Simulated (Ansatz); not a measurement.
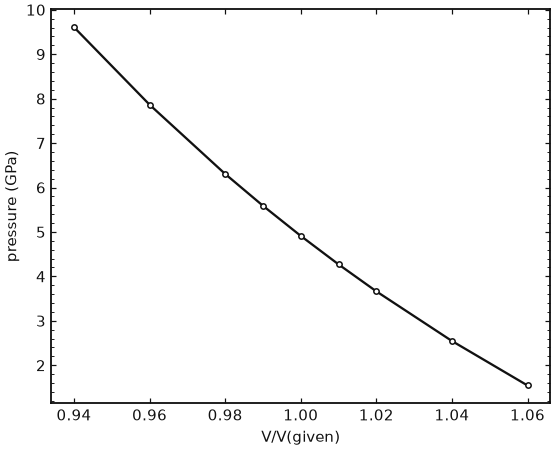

The picture above shows the pressure against V/V(given) for HgSe, space group F-43m (No. 216).

Structure:
```
Hg Se
1.0
     0.00000    3.03600    3.03600
     3.03600    0.00000    3.03600
     3.03600    3.03600    0.00000
Hg Se
1 1
Cartesian
  0.0000 0.0000 0.0000
  4.5540 4.5540 4.5540
```

Computed with Ansatz 0.2.0: periodic Kohn-Sham DFT of a crystal at fixed atoms, scaled to the stated factor times the given cell; pressure positive in compression. Level: PBE, no spin-orbit coupling.

- method: frozen-core PAW
- relativity: scalar
- k mesh: 8×8×8
- occupations: Fermi–Dirac
- smearing width: 0.01 eV
- wave cutoff: 420 eV
- PAW set: soft_2

V(given) is 27.98 Å³/atom.

Question: Read off the course of the pressure.

Answer: It falls from 9.607 GPa at V/V(given) 0.94 to 1.545 GPa at 1.06.

Note: no spin-orbit coupling on heavy atoms; the volumes run don't bracket the minimum of the energy, so any equilibrium value is extrapolated.
